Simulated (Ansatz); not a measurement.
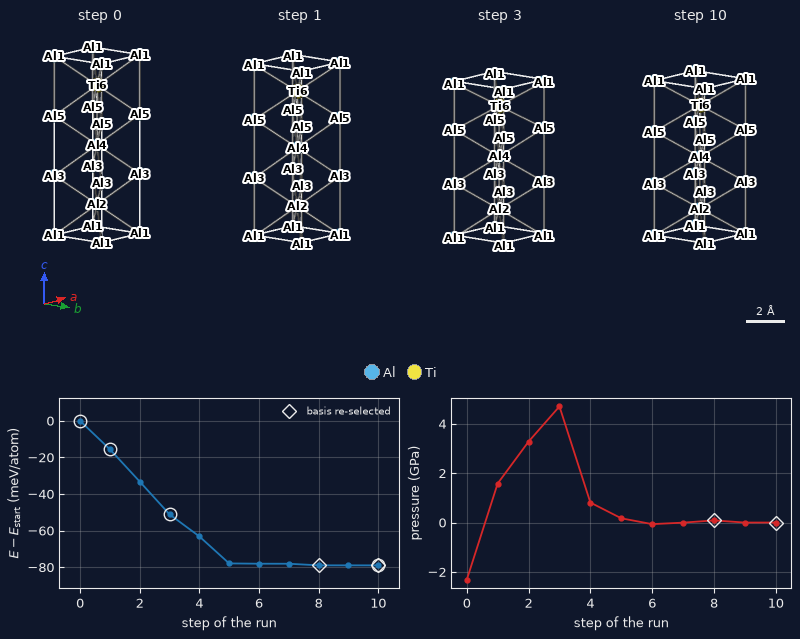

Frames of a relaxation of solid TiAl5 (set up in P4/mmm), marked on the history of the run. A ball-and-stick model of the cell of the calculation, seen from a free direction.

Case: superlattice of 5 and 1 planes along [0 0 1].

Method: DFT PBEsol, scalar-relativistic, plane waves, PAW in Ansatz. Settings: plane-wave cutoff 420 eV; k-point mesh 12 × 12 × 4; occupations gaussian; smearing width 0.1 eV; no spin polarisation; cell and atoms relaxed; force threshold 0.01 eV/Å; at most 45 steps.

**Describe the path.**

Over 8 accepted moves (10 points after the start) the energy falls by 78.9 meV per atom. Largest force component: 0.23 eV/Å at the start, 0.00039 eV/Å at the end. The pressure goes from −2.31 to 0.00 GPa. The SCF was repeated twice at an unchanged geometry on a basis and grid sized afresh for the cell, which shifted the energy by 0.9 meV per atom at most. The largest moves relative to the cell, 0.021 Å, are those of Al1 and Al5. Al5 goes along +c. Ti stays in place. Cell: a = b 3.212 → 3.425 Å (+6.6 %), c 9.637 → 8.331 Å (−13.6 %). Volume −1.7 %. Some distances before and after: Al1–Al5 3.212 → 2.735 Å, Al2–Ti6 3.212 → 2.772 Å, Al2–Al4 3.212 → 2.788 Å, Al1–Al3 3.212 → 2.798 Å. The space group stays P4/mmm (No. 123). Cost: 51 s on 2 threads of Arm Neoverse V2, with other jobs on the host, peak memory 0.46 GiB. From step 0 to 1: Al atoms move most (0.07 Å), volume −3.8 %, energy −15.5 meV per atom. From step 1 to 3: Al atoms move most (0.07 Å), volume −1.6 %, energy −35.6 meV per atom. From step 3 to 10: Al atoms move most (0.11 Å), volume +3.8 %, energy −27.9 meV per atom.

```csv
step,"E − E(0), meV/atom","largest force component, eV/Å","pressure, GPa","volume, Å³/atom",note
0,0.00,0.2335,-2.31,16.576,
1,-15.51,0.0313,1.58,15.944,
2,-33.14,0.7402,3.28,15.827,
3,-51.06,1.1218,4.71,15.691,
4,-63.11,0.8542,0.81,16.176,
5,-77.88,0.0716,0.18,16.231,
6,-78.04,0.0085,-0.06,16.284,
7,-78.05,0.0010,0.00,16.271,
8,-78.92,0.0011,0.09,16.271,"same geometry, new basis"
9,-78.93,0.0004,0.00,16.289,
10,-78.93,0.0004,0.00,16.289,"same geometry, new basis"
```
